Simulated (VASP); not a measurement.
## Geometry relaxation, with input and output: BAs

The run: geometry relaxation of BAs (F-43m, 2 atoms in the cell). Method and program: Kohn-Sham DFT of a periodic cell, PBEsol, VASP PAW PBE potentials, recommended, no spin polarisation (VASP 6.6.1).

The structure derives from an entry of the Crystallography Open Database.

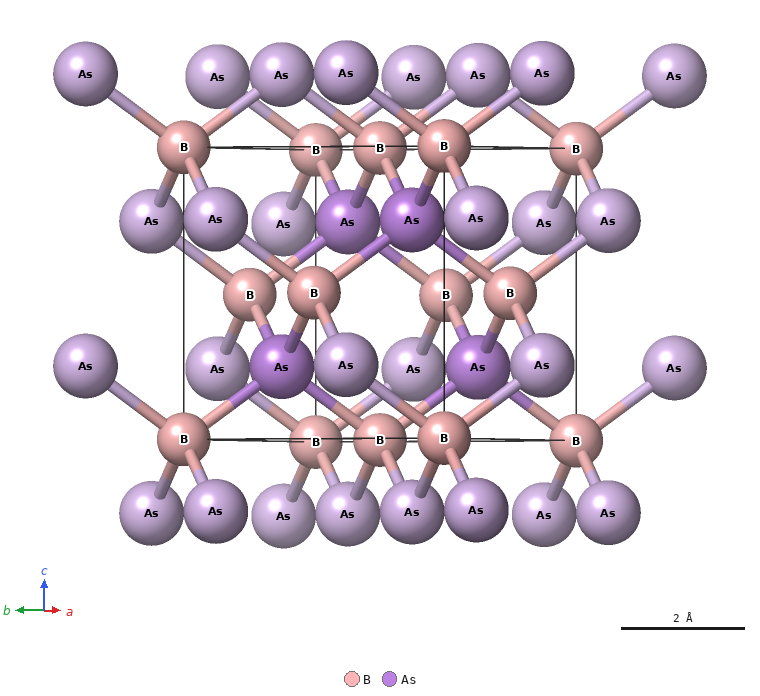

Fig. 1: The starting structure (ball-and-stick view of the cell 4 times as large as that of the calculation, set on its symmetry axes, seen at an oblique angle; neighbours outside the cell are drawn fainter). Near neighbours in the crystal (not all of them lie inside the picture): B has 4 As at 2.07 Å; As has 4 B at 2.07 Å.

## INCAR
```
PREC = Accurate ; ENCUT = 600
EDIFF = 1E-7 ; ISMEAR = 0
SIGMA = 0.03 ; LREAL = F
LASPH = T ; NELM = 80
ALGO = Fast ; ISIF = 2
LWAVE = F ; LCHARG = F
GGA = PS ; IBRION = 2
NSW = 40 ; EDIFFG = -0.01
```

## KPOINTS
```
Automatic mesh
0
Gamma
  10 10 10
```

## POSCAR
```
BAs                                     
1.0
    0.0000000000      2.3885000000      2.3885000000
    2.3885000000      0.0000000000      2.3885000000
    2.3885000000      2.3885000000      0.0000000000
  B               As            
     1     1
Direct
     0.0000000000000000    0.0000000000000000    0.0000000000000000
     0.2500000000000000    0.2500000000000000    0.2500000000000000
```

Machine: 1 thread of Intel Xeon (Granite Rapids), 64 GiB of memory available, shared host.

Launched with:
```bash
cat potpaw_PBE.64/B/POTCAR potpaw_PBE.64/As/POTCAR > POTCAR
mpirun -np 1 vasp_std > vasp.out
```

## OSZICAR
```
N       E                     dE             d eps       ncg     rms          rms(c)
DAV:   1     0.125436129808E+02    0.12544E+02   -0.42056E+03   752   0.980E+02
DAV:   2    -0.124866728253E+02   -0.25030E+02   -0.24405E+02  1096   0.112E+02
DAV:   3    -0.128122556614E+02   -0.32558E+00   -0.32558E+00   872   0.171E+01
DAV:   4    -0.128127198722E+02   -0.46421E-03   -0.46421E-03  1144   0.675E-01
DAV:   5    -0.128127200231E+02   -0.15097E-06   -0.15095E-06   888   0.791E-03    0.484E+00
RMM:   6    -0.122809128157E+02    0.53181E+00   -0.48582E-01   752   0.459E+00    0.237E+00
RMM:   7    -0.122139765579E+02    0.66936E-01   -0.16461E-01   752   0.278E+00    0.926E-01
RMM:   8    -0.122051811551E+02    0.87954E-02   -0.23167E-02   752   0.131E+00    0.133E-01
RMM:   9    -0.122047886298E+02    0.39253E-03   -0.31250E-03   752   0.485E-01    0.491E-02
RMM:  10    -0.122048334365E+02   -0.44807E-04   -0.31599E-04   752   0.167E-01    0.454E-02
RMM:  11    -0.122047917709E+02    0.41666E-04   -0.18560E-04   752   0.994E-02    0.160E-02
RMM:  12    -0.122047777353E+02    0.14036E-04   -0.15889E-05   752   0.365E-02    0.367E-03
RMM:  13    -0.122047774987E+02    0.23656E-06   -0.23095E-06   752   0.122E-02    0.711E-04
RMM:  14    -0.122047775743E+02   -0.75566E-07   -0.11061E-07   566   0.341E-03
   1 F= -.12204778E+02 E0= -.12204778E+02  d E =-.122048E+02
```

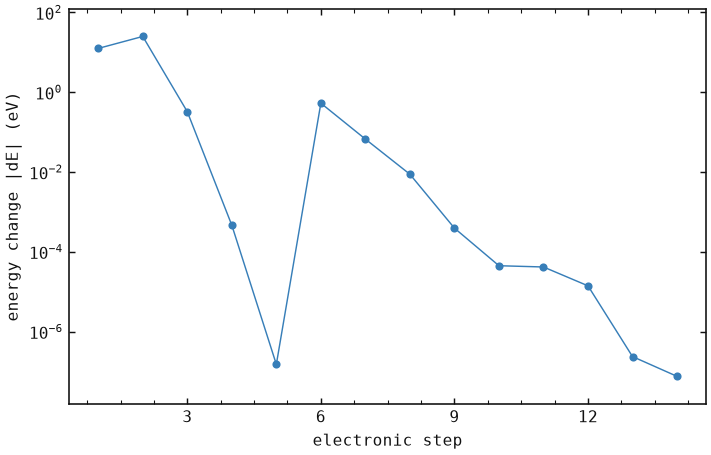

Fig. 2: Convergence of the self-consistent field: energy change |dE| against the electronic step. It takes 14 electronic steps. The density is held fixed in the first few steps, and dE rises again when its update begins.

## Parts of OUTCAR
```
PREC = Accurate
   ENCUT = 600
   EDIFF = 1E-7
   ISMEAR = 0
   LREAL = F
   LASPH = T
   NELM = 80
   ISIF = 2
   GGA = PS
   IBRION = 2
   NSW = 40
   EDIFFG = -0.01

 ion  position               nearest neighbor table
   1  0.000  0.000  0.000-   2 2.07   2 2.07   2 2.07   2 2.07
   2  0.250  0.250  0.250-   1 2.07   1 2.07   1 2.07   1 2.07

  LATTYP: Found a face centered cubic cell.
 ALAT       =     4.7770000000

  Lattice vectors:

 A1 = (   0.0000000000,   2.3885000000,   2.3885000000)
 A2 = (   2.3885000000,   0.0000000000,   2.3885000000)
 A3 = (   2.3885000000,   2.3885000000,   0.0000000000)

Analysis of symmetry for initial positions (statically):
=====================================================================
 Subroutine PRICEL returns:
 Original cell was already a primitive cell.

 Routine SETGRP: Setting up the symmetry group for a
 face centered cubic supercell.

 Subroutine GETGRP returns: Found 24 space group operations
 (whereof 24 operations were pure point group operations)
 out of a pool of 48 trial point group operations.

The static configuration has the point symmetry T_d .

Analysis of symmetry for dynamics (positions and initial velocities):
=====================================================================
 Subroutine PRICEL returns:
 Original cell was already a primitive cell.

 Routine SETGRP: Setting up the symmetry group for a
 face centered cubic supercell.

 Subroutine GETGRP returns: Found 24 space group operations
 (whereof 24 operations were pure point group operations)
 out of a pool of 48 trial point group operations.

The dynamic configuration has the point symmetry T_d .

 Subroutine INISYM returns: Found 24 space group operations
 (whereof 24 operations are pure point group operations),
 and found     1 'primitive' translations

----------------------------------------------------------------------------------------

                                     Primitive cell

  volume of cell :      27.2525

  direct lattice vectors                    reciprocal lattice vectors
     0.000000000  2.388500000  2.388500000    -0.209336404  0.209336404  0.209336404
     2.388500000  0.000000000  2.388500000     0.209336404 -0.209336404  0.209336404
     2.388500000  2.388500000  0.000000000     0.209336404  0.209336404 -0.209336404

  length of vectors
     3.377849094  3.377849094  3.377849094     0.362581287  0.362581287  0.362581287

  position of ions in fractional coordinates (direct lattice)
     0.000000000  0.000000000  0.000000000
     0.250000000  0.250000000  0.250000000

  ion indices of the primitive-cell ions
   primitive index   ion index
                 1           1
                 2           2

----------------------------------------------------------------------------------------

 KPOINTS: Automatic mesh

Automatic generation of k-mesh.
 Grid dimensions read from file:
 generate k-points for:   10   10   10

 Generating k-lattice:

  Cartesian coordinates                     Fractional coordinates (reciprocal lattice)
    -0.020933640  0.020933640  0.020933640     0.100000000  0.000000000  0.000000000
     0.020933640 -0.020933640  0.020933640     0.000000000  0.100000000  0.000000000
     0.020933640  0.020933640 -0.020933640     0.000000000  0.000000000  0.100000000

  Length of vectors
     0.036258129  0.036258129  0.036258129

  Shift w.r.t. Gamma in fractional coordinates (k-lattice)
     0.000000000  0.000000000  0.000000000

 Subroutine IBZKPT returns following result:
 ===========================================

 Found     47 irreducible k-points:

 Following reciprocal coordinates:
            Coordinates               Weight
  0.000000  0.000000  0.000000      1.000000
  0.100000  0.000000  0.000000      8.000000
  0.200000  0.000000  0.000000      8.000000
  0.300000  0.000000  0.000000      8.000000
  0.400000  0.000000  0.000000      8.000000
  0.500000  0.000000  0.000000      4.000000
  0.100000  0.100000  0.000000      6.000000
  0.200000  0.100000  0.000000     24.000000
  0.300000  0.100000  0.000000     24.000000
  0.400000  0.100000  0.000000     24.000000
  0.500000  0.100000  0.000000     24.000000
 -0.400000  0.100000  0.000000     24.000000
 -0.300000  0.100000  0.000000     24.000000
 -0.200000  0.100000  0.000000     24.000000
 -0.100000  0.100000  0.000000     12.000000
  0.200000  0.200000  0.000000      6.000000
  0.300000  0.200000  0.000000     24.000000
  0.400000  0.200000  0.000000     24.000000
  0.500000  0.200000  0.000000     24.000000
 -0.400000  0.200000  0.000000     24.000000
 -0.300000  0.200000  0.000000     24.000000
 -0.200000  0.200000  0.000000     12.000000
  0.300000  0.300000  0.000000      6.000000
  0.400000  0.300000  0.000000     24.000000
 [... further k-points ...]
   k-points           NKPTS =     47   k-points in BZ     NKDIM =     47   number of bands    NBANDS=      8
   number of dos      NEDOS =    301   number of ions     NIONS =      2
   total plane-waves  NPLWV =  21952
   dimension x,y,z NGX =    28 NGY =   28 NGZ =   28
   dimension x,y,z NGXF=    56 NGYF=   56 NGZF=   56
   ions per type =               1   1
   NGX,Y,Z   is equivalent  to a cutoff of  13.78, 13.78, 13.78 a.u.
   NGXF,Y,Z  is equivalent  to a cutoff of  27.56, 27.56, 27.56 a.u.
 SYSTEM =  unknown system
   PREC   = accura    normal or accurate (medium, high low for compatibility)
   ISTART =      0    job   : 0-new  1-cont  2-samecut
   ICHARG =      2    charge: 1-file 2-atom 10-const
   ISPIN  =      1    spin polarized calculation?
   LNONCOLLINEAR =      F non collinear calculations
   LSORBIT =      F    spin-orbit coupling
   LASPH  =      T    aspherical Exc in radial PAW
   ENCUT  =  600.0 eV  44.10 Ry    6.64 a.u.   6.75  6.75  6.75*2*pi/ulx,y,z
   NELM   =     80;   NELMIN=  2; NELMDL= -5     # of ELM steps
   EDIFF  = 0.1E-06   stopping-criterion for ELM
   LREAL  =      F    real-space projection
   EDIFFG = -.1E-01   stopping-criterion for IOM
   NSW    =     40    number of steps for IOM
   IBRION =      2    ionic relax: 0-MD 1-quasi-New 2-CG
   NFREE  =      1    steps in history (QN), initial steepest desc. (CG)
   ISIF   =      2    stress and relaxation
   ISYM   =      2    0-nonsym 1-usesym 2-fastsym
   POTIM  = 0.5000    time-step for ionic-motion
   TEBEG  =    0.0;   TEEND  =   0.0 temperature during run
   PSTRESS=    0.0 pullay stress
   NELECT =       8.0000    total number of electrons
   NUPDOWN=      -1.0000    fix difference up-down
   EMIN   =  10.00;   EMAX   =-10.00  energy-range for DOS
   EFERMI =   0.00;   METHOD = LEGACY
   ISMEAR =     0;   SIGMA  =   0.03  broadening in eV -4-tet -1-fermi 0-gaus
   EFERMI_NEDOS =   21; number of points for ismear=-14 and -15
   IALGO  =     68    algorithm
   IMIX   =      4    mixing-type and parameters
     AMIX     =   0.40;   BMIX     =  1.00
     AMIX_MAG =   1.60;   BMIX_MAG =  1.00
  volume/ion in A,a.u.               =      13.63        91.95
  Fermi-wavevector in a.u.,A,eV,Ry     =   1.088018  2.056057 16.106360  1.183784
  Thomas-Fermi vector in A             =   2.224191
   LORBIT       =      0    0 simple, 1 ext, 2 COOP (PROOUT), +10 PAW based schemes
   GGA     = PS    functional components
   LHFCALC =     F    Hartree Fock is set to
   AEXX    =    0.0000 exact exchange contribution
   IVDW    =     0    specifies the selected vdW correction
   LEPSILON=     F    determine dielectric tensor
   LRPA    =     F    only Hartree local field effects (RPA)
 conjugate gradient relaxation of ions
 non-spin polarized calculation
 RMM-DIIS sequential band-by-band and
 Gauss-broadening in eV      SIGMA  =   0.03
  energy-cutoff  :      600.00
  volume of cell :       27.25
 maximum number of plane-waves:       941
   NGX = 13   NGY = 13   NGZ = 13

 number of electron       8.0000000 magnetization

 Free energy of the ion-electron system (eV)
  ---------------------------------------------------
  ext. energy  EPLUGINS =         0.00000000
  ---------------------------------------------------
  free energy    TOTEN  =       -12.20477757 eV

  energy without entropy =      -12.20477757  energy(sigma->0) =      -12.20477757

 E-fermi :   6.1606     XC(G=0): -10.7310     alpha+bet :-12.1666

 val. band max:        6.0434578361   @ k =   0.0000   0.0000   0.0000
 cond. band min:       7.1198321926   @ k =   0.4000   0.4000   0.0000
 fundamental gap:      1.0763743565
 Fermi energy:         6.1606263662

 k-point     1 :       0.0000    0.0000    0.0000
  band No.  band energies     occupation
      1      -9.3931      2.00000
      2       6.0435      2.00000
      3       6.0435      2.00000
      4       6.0435      2.00000
      5       9.2834      0.00000
      6       9.2834      0.00000
      7       9.2834      0.00000
      8      10.7256      0.00000

 k-point     2 :       0.1000    0.0000    0.0000
  band No.  band energies     occupation
      1      -9.2285      2.00000
      2       4.6379      2.00000
      3       5.7387      2.00000
      4       5.7387      2.00000
      5       9.4290      0.00000
      6       9.6839      0.00000
      7       9.6839      0.00000
      8      11.5940      0.00000

 k-point     3 :       0.2000    0.0000    0.0000
  band No.  band energies     occupation
      1      -8.7430      2.00000
      2       2.2614      2.00000
      3       5.1608      2.00000
      4       5.1608      2.00000
      5       9.2120      0.00000
      6      10.4017      0.00000
      7      10.4017      0.00000
      8      13.1921      0.00000

 k-point     4 :       0.3000    0.0000    0.0000
  band No.  band energies     occupation
      1      -7.9725      2.00000
      2      -0.0391      2.00000
      3       4.6514      2.00000
      4       4.6514      2.00000
      5       8.9404      0.00000
      6      10.7957      0.00000
      7      10.7957      0.00000
      8      14.4132      0.00000

 k-point     5 :       0.4000    0.0000    0.0000
  band No.  band energies     occupation
      1      -7.0493      2.00000
      2      -1.9226      2.00000
      3       4.3252      2.00000
      4       4.3252      2.00000
      5       8.7592      0.00000
      6      10.8119      0.00000
      7      10.8119      0.00000
      8      14.7654      0.00000

 [... the levels of 18 k-points are left out ...]

 k-point    24 :       0.4000    0.3000    0.0000
  band No.  band energies     occupation
      1      -6.7432      2.00000
      2      -0.4168      2.00000
      3       2.0340      2.00000
      4       2.5345      2.00000
      5       7.6502      0.00000
      6       9.3358      0.00000
      7      14.8455      0.00000
      8      15.0844      0.00000

 [... further k-points ...]

------------------------ aborting loop because EDIFF is reached ----------------------------------------

  FORCE on cell =-STRESS in cart. coord.  units (eV):
  Direction    XX          YY          ZZ          XY          YZ          ZX
  --------------------------------------------------------------------------------------
  -------------------------------------------------------------------------------------
  Total        0.0087840      0.0087840      0.0087840      0.0000000     -0.0000000      0.0000000
  in kB        0.5164155      0.5164155      0.5164155      0.0000000     -0.0000000      0.0000000
  external PRESSURE =       0.5164155 kB  Pullay stress =       0.0000000 kB

 VOLUME and BASIS-vectors are now :
 -----------------------------------------------------------------------------
  energy-cutoff  :      600.00
  volume of cell :       27.25
      direct lattice vectors                 reciprocal lattice vectors
     0.000000000  2.388500000  2.388500000    -0.209336404  0.209336404  0.209336404
     2.388500000  0.000000000  2.388500000     0.209336404 -0.209336404  0.209336404
     2.388500000  2.388500000  0.000000000     0.209336404  0.209336404 -0.209336404

 POSITION                                       TOTAL-FORCE (eV/Angst)
 -----------------------------------------------------------------------------------
      0.00000      0.00000      0.00000         0.000000      0.000000      0.000000
      1.19425      1.19425      1.19425        -0.000000     -0.000000     -0.000000
 -----------------------------------------------------------------------------------
    total drift:                               -0.000000     -0.000000     -0.000000

  FREE ENERGIE OF THE ION-ELECTRON SYSTEM (eV)
  ---------------------------------------------------
  free  energy   TOTEN  =       -12.2047775743 eV

  energy  without entropy=      -12.2047775743  energy(sigma->0) =      -12.20477757

 reached required accuracy - stopping structural energy minimisation
```

## CONTCAR
```
BAs
   1.00000000000000
     0.0000000000000000    2.3885000000000001    2.3885000000000001
     2.3885000000000001    0.0000000000000000    2.3885000000000001
     2.3885000000000001    2.3885000000000001    0.0000000000000000
  B               As
     1     1
Direct
     0.0000000000000000    0.0000000000000000    0.0000000000000000
     0.2500000000000000    0.2500000000000000    0.2500000000000000

  0.00000000E+00  0.00000000E+00  0.00000000E+00
  0.00000000E+00  0.00000000E+00  0.00000000E+00
```

## Results in brief

```tsv
quantity	value
outcome	converged
space group (tolerance 0.01 Å)	F-43m (216)
electrons treated	8
free energy	−12.2048 eV
Fermi energy	6.161 eV
gap on the k-point mesh	1.08 eV
pressure	0.05 GPa
final volume	27.25 Å³
largest force (length of the vector)	under 0.001 eV/Å
wall time	6.7 s
peak memory	0.16 GiB
```
